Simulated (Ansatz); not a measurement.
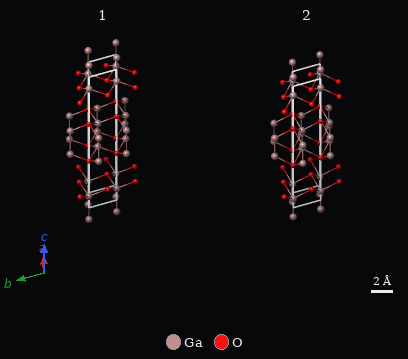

Two geometries of a crystal of GaO (a generated structure, set up in P-6m2) (coarse preliminary run), drawn at one scale. One is the start of a relaxation, the other its converged end. A ball-and-stick model of the cell of the calculation, seen from a free direction.

These are results of DFT PBE, scalar-relativistic, plane waves, PAW in Ansatz, not measurements. Set-up: plane-wave cutoff 420 eV; k-point mesh 6 × 6 × 2; occupations gaussian; smearing width 0.1 eV; no spin polarisation; cell and atoms relaxed; force threshold 0.05 eV/Å; at most 80 steps.

**Which geometry has the lower energy?**

Structure 1 is the relaxed one. After 6 accepted moves (8 points after the start) the energy has fallen by 579 meV per atom. Largest force component: 11 eV/Å at the start, 0.022 eV/Å at the end. The pressure goes from 8.71 to −0.06 GPa. At 2 points the geometry stayed and the basis and grid were re-selected for the new cell (energy shift of 4.5 meV per atom at most each time). The largest moves relative to the cell, 0.20 Å, are those of Ga atoms. By element the largest moves are Ga 0.20 Å, O 0.13 Å. Cell: a = b 3.075 → 3.105 Å (+1.0 %), c 13.077 → 14.071 Å (+7.6 %). Volume +9.7 %. Near-neighbour distances that change, for instance: Ga–Ga 1.962 → 2.507 Å, Ga–O 2.028 → 1.935 Å. Among the angles between lasting bonds that change: Ga–O–Ga 98.6° → 106.7°, O–Ga–O 98.6° → 106.7°, Ga–Ga–O 118.9° → 112.1°. The space group stays P-6m2 (No. 187). The run took 37 s on 2 threads of Arm Neoverse V2, on a shared host, peak memory 0.38 GiB.

Limits of the set-up: layers or molecules are held without a dispersion correction, so their spacing is unreliable.
